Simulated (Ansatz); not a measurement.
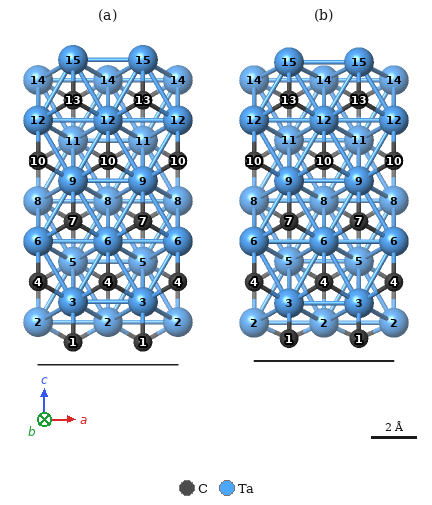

Left: a (1 0 0) slab of Ta2C as cut from the relaxed bulk. Right: the same structure after one change, at the same scale. Style: ball-and-stick. Shown: the 2 × 1 repeat of the cell, outlined in the plane, without the vacuum, along the b axis.

The calculation used DFT r2SCAN, scalar-relativistic, plane waves, PAW (Ansatz). Set-up: plane-wave cutoff 500 eV; occupations gaussian; smearing width 0.1 eV; no spin polarisation. The k-mesh is chosen for each cell (11×7×13, 11×7×1).

The atoms of the slab are relaxed at the bulk's in-plane cell.

Q: How do the computed properties respond?

A: The surface energy (mean of the two faces) falls from 4.47 to 4.14 J/m². The top spacing, between the Ta and Ta planes, goes from 0.90 to 0.80 Å (−11.2 %), the bottom one (C to Ta) from 0.90 to 0.70 Å (−21.7 %). The lattice vectors keep their values. The largest move relative to the layer's centre is that of C1, 0.18 Å at 20° to the normal (+c side). By element the largest moves are C 0.18 Å, Ta 0.11 Å. Some distances before and after: C–Ta 2.190 → 2.033 to 2.210 Å, Ta–Ta 3.083 → 2.983 to 3.119 Å, Ta–Ta 3.026 → 2.935 to 3.111 Å, Ta–Ta 3.110 → 3.019 to 3.156 Å.
